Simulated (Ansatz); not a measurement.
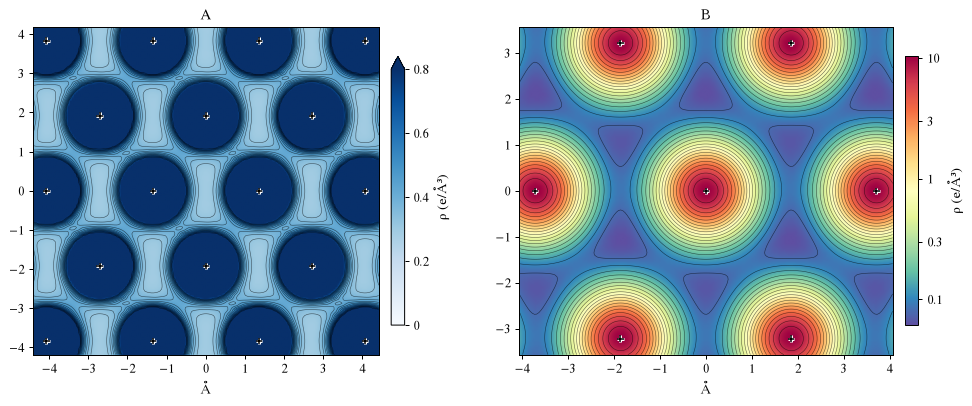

The valence electron density of 2 systems, each on a plane through atoms (crosses mark nuclei in the plane).

Level of theory: Ansatz, DFT, RPBE, plane waves (420 eV) with PAW, scalar-relativistic.

System 1: Pb, the (001) plane of the conventional cell. Space group P6₃/mmc; set up as Pb, dhcp; a generated structure, not necessarily the stable one; changed on purpose from its base cell (volume × 1.08); computed pressure about −2 GPa in this cell.

System 2: Co, the (101̄) plane of the conventional cell. Space group Im-3m; set up as Co, bcc; a generated structure, not necessarily the stable one; changed on purpose from its base cell (volume × 0.92); computed pressure about 22 GPa in this cell; computed without spin polarisation.

```
Co
1.0
     2.71231    0.00000    0.00000
     0.00000    2.71231    0.00000
     0.00000    0.00000    2.71231
Co
2
Direct
  0.00000 0.00000 0.00000
  0.50000 0.50000 0.50000
```

Which map belongs to which system?

Panel A is system 2, Co: the plane holds Co. Co–Co (2.35 Å): the density is about 0.42 e/Å³ at the midpoint. Panel B is system 1, Pb: the plane holds Pb. Pb–Pb (3.72 Å): ρ is about 0.09 e/Å³ halfway.
